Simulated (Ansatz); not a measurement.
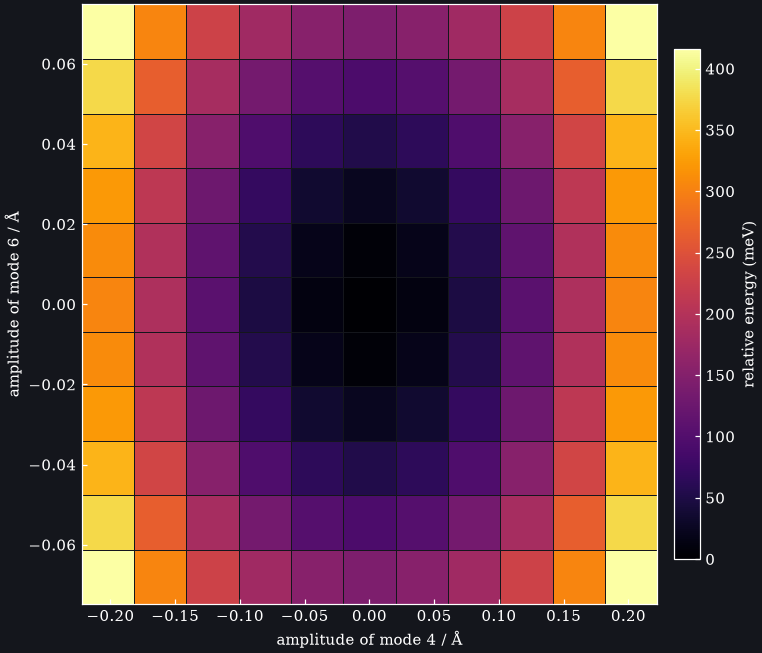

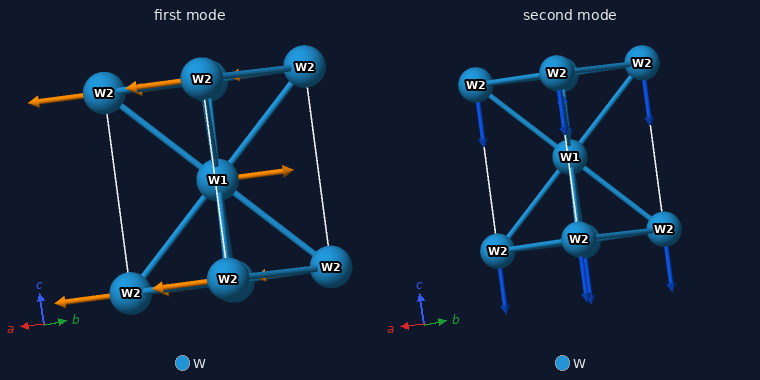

Energy landscape of W (Fm-3m, No. 225; 2 atoms in the cell). The energy is mapped over two normal modes frozen in (zone-centre modes of the 2-atom cell of this scan, which folds in the wave vector (0, 1/2, 1/2) of the primitive cell). Coordinates scanned: (1) amplitude of mode 4 (104 cm⁻¹), largest displacement; (2) amplitude of mode 6 (220 cm⁻¹), largest displacement. Nothing is relaxed (the cell and all other modes fixed). The scan uses an 11 × 11 grid; 36 points were computed and 85 follow by symmetry. Points are written as (first, second). All energies are given in meV per cell relative to the lowest grid point. Method: Ansatz, DFT LDA, scalar-relativistic, plane waves, PAW. Settings: cutoff 420 eV, k-mesh 16×16×12 in the order of the run's cell vectors, gaussian smearing 0.15 eV, no spin polarisation.

The picture shows one coloured cell a grid point. The second picture is the structure at the lowest point

Q: Summarise what can be read from the map.

A: The lowest grid point is at (0.000 Å, 0.000 Å). It is the only kind of minimum in the scanned range. The highest grid point, (−0.202 Å, −0.068 Å), lies 416 meV above the lowest.

The values on the grid:

```csv
"second ↓, first →",−0.202,−0.162,−0.121,−0.081,−0.040,0.000,0.040,0.081,0.121,0.162,0.202
0.068,416,305,228,180,153,144,153,180,228,305,416
0.054,376,265,186,134,104,94,104,134,186,265,376
0.041,345,233,153,97,64,53,64,97,153,233,345
0.027,323,210,128,70,36,24,36,70,128,210,323
0.014,309,196,113,54,18,6,18,54,113,196,309
0.000,305,192,108,48,12,0,12,48,108,192,305
−0.014,309,196,113,54,18,6,18,54,113,196,309
−0.027,323,210,128,70,36,24,36,70,128,210,323
−0.041,345,233,153,97,64,53,64,97,153,233,345
−0.054,376,265,186,134,104,94,104,134,186,265,376
−0.068,416,305,228,180,153,144,153,180,228,305,416
```

Time for the 36 points that were run: 7.4 min on 2 threads of Arm Neoverse V1, with other jobs on the host.

PAW datasets: the set soft_1.
